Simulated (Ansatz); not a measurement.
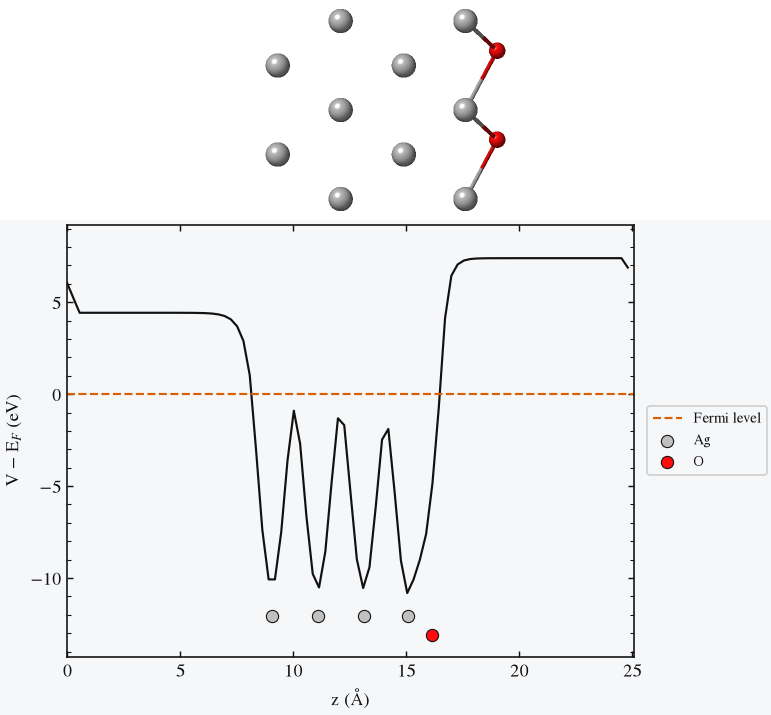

Plane-averaged electrostatic potential energy of an electron across the slab; circles at the bottom mark the heights of the atoms. The structure is drawn too.

System: a (100) slab cut from Ag (Fm-3m), of composition Ag4O (not the bulk's), ended by Ag planes, 5 atoms in the cell.

```cif
data_structure
_symmetry_space_group_name_H-M 'P 1'
_symmetry_Int_Tables_number 1
_cell_length_a 2.8669
_cell_length_b 2.8669
_cell_length_c 25.0816
_cell_angle_alpha 90.000
_cell_angle_beta 90.000
_cell_angle_gamma 90.000
_cell_volume 206.15
loop_
_atom_site_label
_atom_site_type_symbol
_atom_site_fract_x
_atom_site_fract_y
_atom_site_fract_z
_atom_site_occupancy
Ag1 Ag 0.50000 0.50000 0.33889 1
Ag2 Ag 0.00000 0.00000 0.41972 1
Ag3 Ag 0.50000 0.50000 0.50082 1
Ag4 Ag 0.00000 0.00000 0.57992 1
O1 O 0.33333 0.33333 0.62070 1
```

Computed with Ansatz: DFT PBEsol, scalar-relativistic, plane waves, PAW, no spin polarisation, 10×10×1 k mesh, 420 eV cutoff, Gaussian smearing of 0.1 eV.

### Read off the work function of each face.

The work function is 7.39 eV at the right face and 4.42 eV at the left.

### Do the two faces differ, and what does that say about the slab's dipole?

The vacuum level is 2.97 eV higher at the right than at the left, so the slab carries a dipole along its normal; the ramp in the vacuum, at or near the edge of the plot, is the dipole correction that keeps each side flat.

### How thick are slab and vacuum?

The outermost atoms are 7.1 Å apart, which leaves 18.0 Å of vacuum in a cell 25.1 Å high.

The atoms aren't at rest in this cell (largest force 8.0 eV/Å), so the relaxed material can differ.
